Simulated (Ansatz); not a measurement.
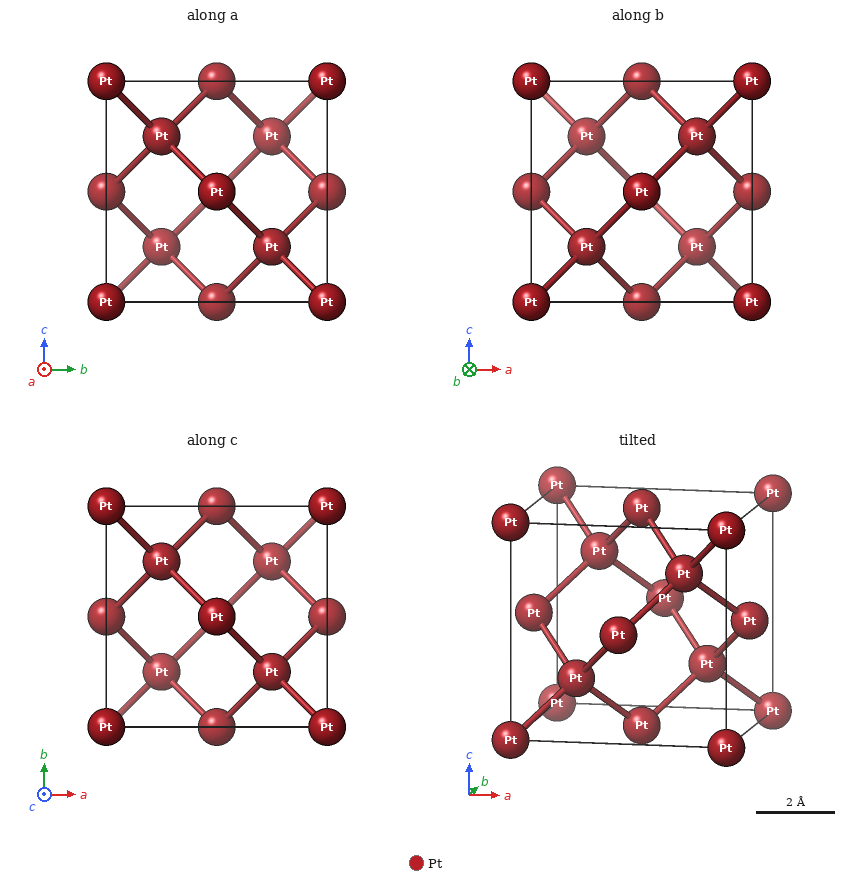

Ball-and-stick model, viewed along the a axis, along the b axis, along the c axis and slightly off an axis. The wireframe shows the conventional unit cell.

Lattice parameters: a = 5.6878 Å, b = 5.6878 Å, c = 5.6878 Å, α = 90.000°, β = 90.000°, γ = 90.000°.

Q: Convert the drawing into a CIF in P1 with every atom of the cell.

A:
```cif
data_structure
_symmetry_space_group_name_H-M 'P 1'
_symmetry_Int_Tables_number 1
_cell_length_a 5.6878
_cell_length_b 5.6878
_cell_length_c 5.6878
_cell_angle_alpha 90.000
_cell_angle_beta 90.000
_cell_angle_gamma 90.000
_cell_volume 184.00
loop_
_atom_site_label
_atom_site_type_symbol
_atom_site_fract_x
_atom_site_fract_y
_atom_site_fract_z
_atom_site_occupancy
Pt1 Pt 0.0000 0.0000 0.0000 1
Pt2 Pt 0.2500 0.7500 0.7500 1
Pt3 Pt 0.0000 0.5000 0.5000 1
Pt4 Pt 0.2500 0.2500 0.2500 1
Pt5 Pt 0.5000 0.0000 0.5000 1
Pt6 Pt 0.7500 0.7500 0.2500 1
Pt7 Pt 0.5000 0.5000 0.0000 1
Pt8 Pt 0.7500 0.2500 0.7500 1
```

The model was built from a structure type filled with this element by a generator (whether the element takes this form wasn't checked). The structure drawn was relaxed with DFT PBEsol, scalar-relativistic, plane waves, PAW (Ansatz).
